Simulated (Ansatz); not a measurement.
**ZnSe (F-43m): relaxation of cell and ions**

What cell does ZnSe (F-43m) relax to? The task is a relaxation of cell and ions, for ZnSe (F-43m).

All numbers are computed with the Python package of Ansatz 0.2.0. Level of theory: DFT r2SCAN+U, plane waves, PAW.

## (1) Starting point

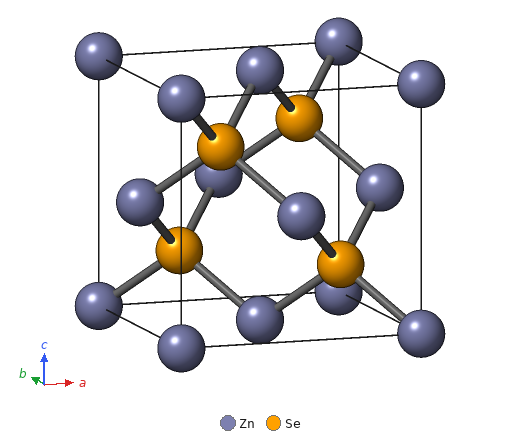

The starting structure, viewed slightly off an axis; zinc blue, selenium orange. The cell is the conventional one. Atoms on cell faces are repeated.

The script holds or builds the structure itself.

## (2) The script

The input, znse.py:

```python
'''Relax cell and ions of ZnSe.'''

import logging
import sys
import warnings

import ansatz as az
import matplotlib.pyplot as plt
import numpy as np

logging.basicConfig(stream=sys.stdout, format='%(levelname)s %(message)s')
log = logging.getLogger('run')
log.setLevel(logging.INFO)

def edges_and_angles(cell):
    cell = np.asarray(cell)
    a, b, c = np.linalg.norm(cell, axis=1)
    cosines = cell[1] @ cell[2] / (b * c), cell[0] @ cell[2] / (a * c), cell[0] @ cell[1] / (a * b)
    return (a, b, c, *np.degrees(np.arccos(cosines)))

warnings.simplefilter('ignore', az.DeckWarning)

vectors = np.array([
    [0.0, 2.8338, 2.8338],
    [2.8338, 0.0, 2.8338],
    [2.8338, 2.8338, 0.0],
])
system = (
    az.Lattice.of(vectors)
    .atom('Zn', (0.0, 0.0, 0.0))
    .atom('Se', (0.25, 0.25, 0.25))
)

# only the volume may change
model = (
    system.calculation()
    .functional(az.Functional.R2SCAN)
    .basis(28 * az.Ha)
    .kpoints(3, center='gamma')
    .occupations('fixed')
    .hubbard('Zn', 'd', u=4.9, j=0.9)
    .scf(tolerance=1e-09, max_iterations=200, extra_bands=6)
    .relax(fix_cell=['shape'], stress_tolerance=0.01)
    .density()
)
steps = []


def collect(event):
    if event['event'] == 'relax_step':
        steps.append(event['data'])


result = model.session().plan().execute(on_event=collect)
data = result.report
for s in steps:
    flag = '' if s['accepted'] else '  (rejected)'
    log.info('step %2d  E = %.5f eV  largest force component = %.4f eV/A%s' % (s['step'], s['lagrangian_ev'], s['allowed_force_max_ev_ang'], flag))

first, last = steps[0], steps[-1]
symbols = [site.symbol for site in result.lattice.sites]
log.info(f'energy gained {first["lagrangian_ev"] - last["lagrangian_ev"]:.4f} eV in {len(steps) - 1} steps')
for label, vectors in (('before', first['cell_ang']), ('after', result.lattice.cell_ang)):
    print(label, 'a b c (A) {:.4f} {:.4f} {:.4f}  angles {:.2f} {:.2f} {:.2f}'.format(*edges_and_angles(vectors)), f' V = {abs(np.linalg.det(vectors)):.3f} A^3')
print('final stress xx yy zz (GPa, compression positive):', np.round(np.diag(data['stress_gpa']), 3) + 0.0)

log.info('relaxed fractional positions')
for site in result.lattice.sites:
    print(f'  {site.symbol:2s}', ' '.join(f'{v % 1:8.5f}' for v in np.round(site.position_frac, 5)))

change = np.array(last['positions_ang']) @ np.linalg.inv(last['cell_ang']) - np.array(first['positions_ang']) @ np.linalg.inv(first['cell_ang'])
moved = np.linalg.norm(change @ np.array(last['cell_ang']), axis=1)
print('displacement within the cell, strain taken out (A):', ' '.join(f'{s}:{d:.3f}' for s, d in zip(symbols, moved)))

log.info('atom   start x y z (A)              end x y z (A)')
for symbol, a, b in zip(symbols, first['positions_ang'], last['positions_ang']):
    print(f'{symbol:3s}', ' '.join(f'{v:8.4f}' for v in a), '  ', ' '.join(f'{v:8.4f}' for v in b))

energy = data['free_energy_ev']
log.info('ZnSe: {:.6f} eV = {:.6f} Ry = {:.6f} Ha'.format(energy, energy / 13.605693, energy / 27.211386))
log.info('Fermi level {:.4f} eV, {} k-points, {} symmetry operations'.format(data['fermi_energy_ev'], data['n_kpoints'], data['n_symmetry_ops']))

field = sum(channel.density_e_per_ang3 for channel in result.density().channels[:2])
fig, ax = plt.subplots(figsize=(4, 3.4))
shown = ax.imshow(np.log10(np.clip(field[:, :, 0].T, 1e-3, None)), origin='lower', extent=(0, 1, 0, 1))
fig.colorbar(shown, label='log10 density (e/A^3)')
ax.set(xlabel='fraction of grid vector 1', ylabel='fraction of grid vector 2')
fig.savefig('density_plane.png', dpi=100)
log.info(f'plane through the origin: {field[:, :, 0].min():.4f} to {field[:, :, 0].max():.4f} e/A^3')
```

## (3) The run

Command:

```sh
> python znse.py
```

Output:

```text
INFO step  1  E = -8805.21660 eV  largest force component = 0.0000 eV/A
INFO step  2  E = -8805.22115 eV  largest force component = 0.0000 eV/A
INFO step  3  E = -8805.22134 eV  largest force component = 0.0000 eV/A
INFO step  4  E = -8805.22134 eV  largest force component = 0.0000 eV/A
INFO step  5  E = -8805.22136 eV  largest force component = 0.0000 eV/A
INFO energy gained 0.0048 eV in 4 steps
before a b c (A) 4.0076 4.0076 4.0076  angles 60.00 60.00 60.00  V = 45.513 A^3
after a b c (A) 4.0379 4.0379 4.0379  angles 60.00 60.00 60.00  V = 46.553 A^3
final stress xx yy zz (GPa, compression positive): [0. 0. 0.]
INFO relaxed fractional positions
  Zn  0.00000  0.00000  0.00000
  Se  0.25000  0.25000  0.25000
displacement within the cell, strain taken out (A): Zn:0.000 Se:0.000
INFO atom   start x y z (A)              end x y z (A)
Zn    0.0000   0.0000   0.0000      0.0000   0.0000  -0.0000
Se    1.4169   1.4169   1.4169      1.4276   1.4276   1.4276
INFO ZnSe: -8805.221362 eV = -647.171839 Ry = -323.585920 Ha
INFO Fermi level 6.1426 eV, 4 k-points, 24 symmetry operations
INFO plane through the origin: 0.0180 to 46.4432 e/A^3
```

Wall time 14 s (1 thread of Arm Neoverse V2, shared host); peak memory 0.71 GiB.

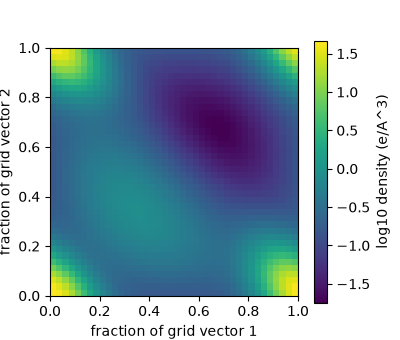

The script's own figure, density_plane.png.

Lines on the test bed's own set-up are left out of the output.

## (4) The run's own record

The report of the run holds:

| item | value |
| --- | --- |
| SCF cycles in all | 31 |
| k-points solved | 4 |
| plane waves | 2229 |
| bands | 20 |
| valence electrons | 28 |
| free energy (eV) | -8805.22136 |
| Fermi level (eV) | 6.143 |
| lowest empty less highest filled level on the mesh, by band count (eV) | 1.839 |
| pressure (GPa; positive when compressed) | 0.00 |

## (5) How the relaxation went

Relaxation path:

| step | E - E(step 1) (eV/cell) | largest force component (eV/Å) | pressure (GPa) | volume (Å³) |
| --- | --- | --- | --- | --- |
| 1 | 0.0000 | 0.0000 | 1.50 | 45.51 |
| 2 | -0.0045 | 0.0000 | 0.30 | 46.34 |
| 3 | -0.0047 | 0.0000 | 0.01 | 46.54 |
| 4 | -0.0047 | 0.0000 | 0.00 | 46.55 |
| 5 | -0.0048 | 0.0000 | 0.00 | 46.55 |

Step 1 is the start. Step 5 repeats the geometry before it on a plane-wave basis chosen anew for that cell, so its energy need not be comparable with the rows above.

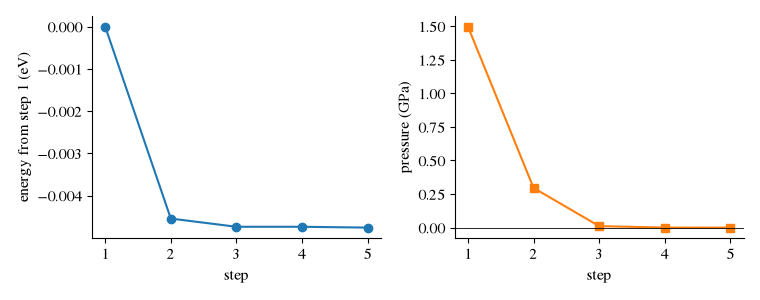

Energy and pressure along the relaxation.

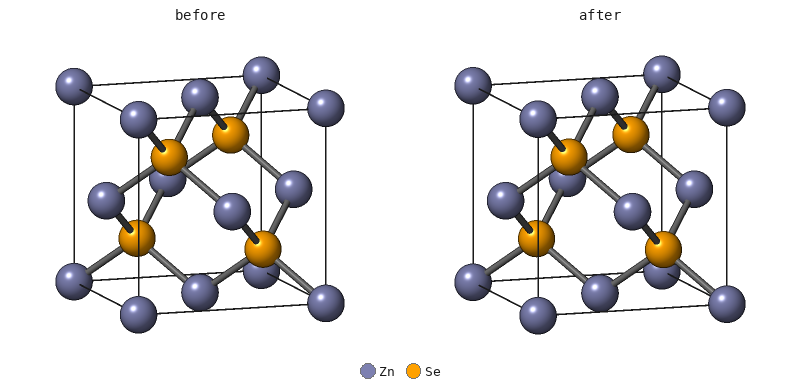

Before and after, at one scale. The change is too small to see at this scale.

Lengths and angles in the start's conventional setting:

|  | before | after | change |
| --- | --- | --- | --- |
| a (Å) | 5.668 | 5.710 | +0.8 % |
| b (Å) | 5.668 | 5.710 | +0.8 % |
| c (Å) | 5.668 | 5.710 | +0.8 % |
| volume (Å³/atom) | 22.76 | 23.28 | +2.3 % |
| shortest distance (Å) | 2.454 | 2.473 | +0.8 % |
| space group (0.01 Å) | F-43m | F-43m | same |

The run keeps the 24 symmetry operations of the start, so it could not have lowered the symmetry.

## (6) Again, from the shell

The engine's input of that run, saved to a file, gives the whole log.

The input, input.yaml:

```yaml
crystal:
  lattice:
    - [0.0, 2.8338, 2.8338]
    - [2.8338, 0.0, 2.8338]
    - [2.8338, 2.8338, 0.0]
  atoms:
    - { symbol: Zn, position: [0.0, 0.0, 0.0] }
    - { symbol: Se, position: [0.25, 0.25, 0.25] }
basis:
  ecutwfc: 761.9188148877
kpoints:
  mp_grid: { grid: [3, 3, 3], shift: [0.0, 0.0, 0.0] }
hamiltonian:
  xc: r2scan
  hubbard: [{ species: Zn, l: d, u: 4.9, j: 0.9 }]
scf:
  max_iter: 200
  n_extra_bands: 6
  convergence: { dr2_threshold: 1.0e-09 }
  occupations: { method: fixed }
relax:
  cell: { stress_tol: 0.01, fix: [shape] }
output:
  write_density: true
```

Command:

```sh
> ansatz run input.yaml --threads 1 --pin off --max-ram 3072MiB --backend cpu --events-out ev --progress --plain --runs-dir out
```

Output, shortened:

```text
Warning: relax.cell: scf.convergence.dr2_threshold = 1e-9 eV is looser than the 8e-12 eV advised for a relaxation that steers and ends on the stress (1e-10 eV for each atom of the cell: 2, times the square of relax.cell.stress_tol = 0.01 GPa over its default 0.05). What an SCF threshold [...]
Warning: RAYON_NUM_THREADS=1 ignored (pool sized by the plan → 1); use --threads N
[...]
Zn: projections on atomic orbitals take those of the free atom [Ar] 3d10 4s2, of charge +0.00 (hamiltonian.pseudopotentials.projection_atoms); the dataset's partial waves leave at most 6.8e-7 of an orbital's norm unspanned inside its sphere
Se: projections on atomic orbitals take those of the free atom [Ar] 3d10 4s2 4p4, of charge +0.00 (hamiltonian.pseudopotentials.projection_atoms); the dataset's partial waves leave at most 2.3e-6 of an orbital's norm unspanned inside its sphere
scf.n_extra_bands = 6 over 14 filled bands (N_el = 28.0): the run solves 20 bands
[...]
Pseudopotentials: kind: paw
[...]
Fermi energy:    6.142618 eV
[...]
--- DFT+U+J on-site energies (Liechtenstein; fll double counting; per corrected site; eV) ---
  site 0 (l=d): U=4.9000  J=0.9000  Tr N=9.9882  E_int=202.023934  E_dc=202.000439  E_U=0.023495
--- Forces (eV/Å), atoms counted from 1 ---
  atom   1  Zn     0.00000000    -0.00000000    -0.00000000
  atom   2  Se    -0.00000000     0.00000000     0.00000000
[...]
--- Stress (GPa, compression-positive) ---
       -0.000052      -0.000000      -0.000000
       -0.000000      -0.000052       0.000000
       -0.000000      -0.000000      -0.000052
  P = ⅓ Tr σ = -0.0001 GPa (-0.001 kbar)
Occupation matrices written to <dir>
--- Relaxed structure (4 steps of the walk, 4 accepted, 1 SCFs on fresh bases) ---
  F+E_penalty+E_count = -8805.22136170 eV   max|allowed force component| = 1.492e-16 eV/Å   (the final SCF, on the basis selected at the relaxed cell)
  cell:  # Å, volume = 46.5529 Å³
    - [-2.196722518805956e-18, 2.8552149301554124, 2.8552149301554124]
    - [2.8552149301554124, -6.377843269950002e-19, 2.8552149301554124]
    - [2.8552149301554124, 2.8552149301554124, -2.393953110373959e-18]
  atoms:
    - { symbol: Zn, position: [-7.698911409154369e-34, 6.290099114513708e-34, 7.529004398745445e-34] }
    - { symbol: Se, position: [0.25, 0.25, 0.25] }
```

It took 13 s on 1 thread of Arm Neoverse V2, shared host; peak memory 0.58 GiB.

Script and command line differ by 0.000 meV in the energy.

## (7) Summary of results

| quantity | value |
| --- | --- |
| free energy | -8805.2214 eV (-4402.6107 eV/atom) |
| moves of the relaxation | 3 |
| energy gained (ahead of the last change of basis) | 2.4 meV/atom |
| last largest force component | 0.0000 eV/Å |
| relaxed conventional cell | a = 5.710 Å, b = 5.710 Å, c = 5.710 Å, α = 90.00°, β = 90.00°, γ = 90.00° |
| space group at the end | F-43m |

What this shows: Over 3 moves the cell grew by 2.3 % in volume, and the space group stayed F-43m. What to keep in mind:
- Forces vanish by symmetry, so the ions can't move, and the end may be a saddle.
- U, its shell and the double counting are chosen to explore, and aren't derived for this compound.
- The Fermi level of a run with fixed occupations marks the highest occupied state on its mesh, not mid-gap.
- Energy and stress may still move on a finer k-point mesh.
- Only differences from the Fermi energy are physical; the zero of the scale is a convention.
- Energies along a relaxation are free energies. Rows at an unchanged volume are solved on a plane-wave basis chosen afresh for that cell, so the energy jumps there and such rows are no steps of the walk.
- The program warned that this SCF threshold is loose for forces or stresses.
- Edges and angles that the script prints are those of the cell as typed, here a primitive one.
- Grid values close to the nuclei reflect the PAW or pseudopotential construction, not the all-electron fields.
